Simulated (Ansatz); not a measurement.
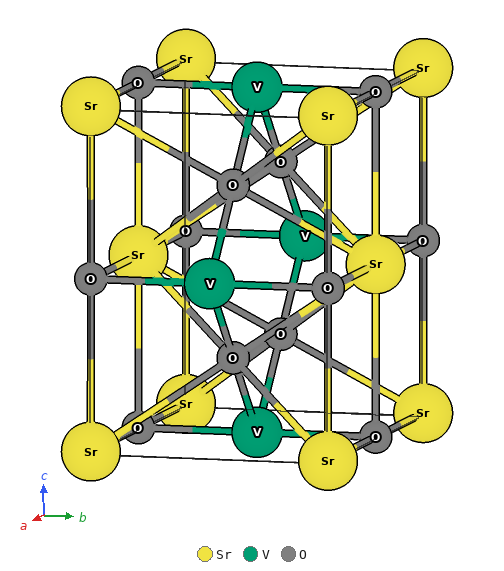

View slightly off an axis, drawn as a ball-and-stick model. The simulation cell is outlined; an atom on or near a face, edge or corner is repeated at each equivalent position.

```xyz
10
Lattice="3.8613 0.0053 -3.8612 0.0043 3.8606 -0.0009 3.8589 0.0034 3.8589" Properties=species:S:1:pos:R:3 pbc="T T T"
Sr    3.8659    0.0093   -3.8072
Sr    3.8647    0.0086    0.0535
V     5.7973    1.9415   -1.8777
V     1.9376    1.9369   -1.8766
O     5.7956    0.0111   -1.8769
O     1.9357    0.0069   -1.8764
O     3.8643    1.9382    1.9833
O     3.8695    1.9391   -1.8767
O     1.9367    1.9369    0.0516
O     5.7969    1.9411    0.0545
```

Electronic-structure method: DFT, PAW plane waves, r2SCAN in Ansatz. Parameters: E_cut = 500 eV, the zone sampled with 4×5×4 points, Fermi-Dirac smearing of 0.05 eV, collinear spins.

Question: Give the magnetic order and the moments.

Answer: In the lowest state found: ferromagnetic (within this cell). Site moments: 2 V +0.8 μB. The net spin moment of the whole cell is 2.0 μB, including what lies between the atoms and on sites without an arrow.

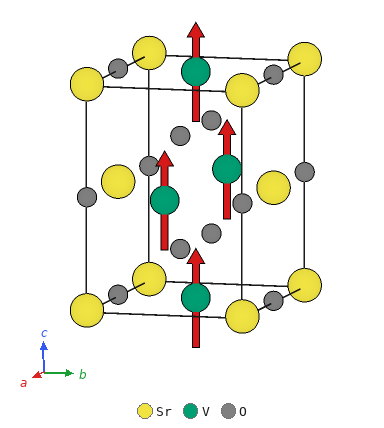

Arrows are the site magnetic moments above 0.25 μB (those induced on non-metal atoms are left out); longer means larger, and red and blue are up and down (without spin-orbit coupling the axis itself is arbitrary).

The initial geometry was a known structure type with the cell strained and the atoms shaken on purpose. The atoms were relaxed in a fixed cell with Ansatz 0.2.0, DFT, PAW plane waves, r2SCAN.
